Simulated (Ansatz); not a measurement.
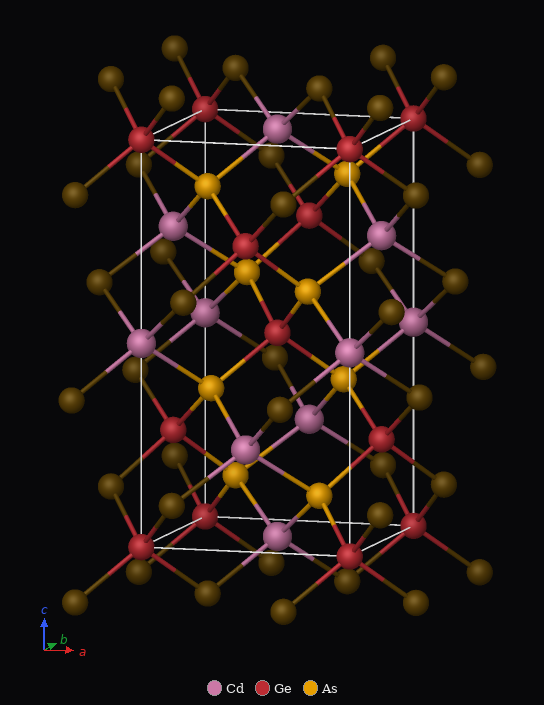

This ball-and-stick model is shown slightly off an axis. One conventional unit cell is framed, with atoms on its boundary repeated. The first bonded neighbours in the surrounding cells are also shown, in fainter colours.

CdGeAs$_{2}$, chalcopyrite, space group I-42d (No. 122), a = 5.801 Å, b = 5.801 Å, c = 10.965 Å, α = 90.00°, β = 90.00°, γ = 90.00°. Starting structure: a structure listed in the Materials Project. The cell was then strained or its atoms displaced on purpose. It went into a calculation with Ansatz.

This one geometry was computed with Ansatz (DFT, plane waves, PAW) at three levels of theory: HSE06, PBE and r2SCAN. It was relaxed with r2SCAN and then strained.

**Which level gives the highest pressure at this volume, and what does that say about its equilibrium volume?**

Highest: PBE (9.3 GPa), which points to the largest equilibrium volume. Lowest, with the smallest volume: HSE06 (7.2 GPa) and r2SCAN (6.9 GPa). Levels within 0.5 GPa of each other can't be told apart.

**How does the band gap change with the level of theory?**

PBE: a gap of 0.21 eV, direct; r2SCAN: a gap of 0.65 eV, direct; HSE06: a gap of 1.04 eV, direct.

**Collect the results in a table.**

| level | cutoff (eV) | k-mesh of the run's cell | gap (eV) | pressure (GPa) |
| --- | --- | --- | --- | --- |
| HSE06 | 420 | 4×4×4 | 1.04 | 7.2 |
| PBE | 420 | 6×6×6 | 0.21 | 9.3 |
| r2SCAN | 500 | 6×6×6 | 0.65 | 6.9 |

Gaps are taken on the k-mesh or band path of each run.
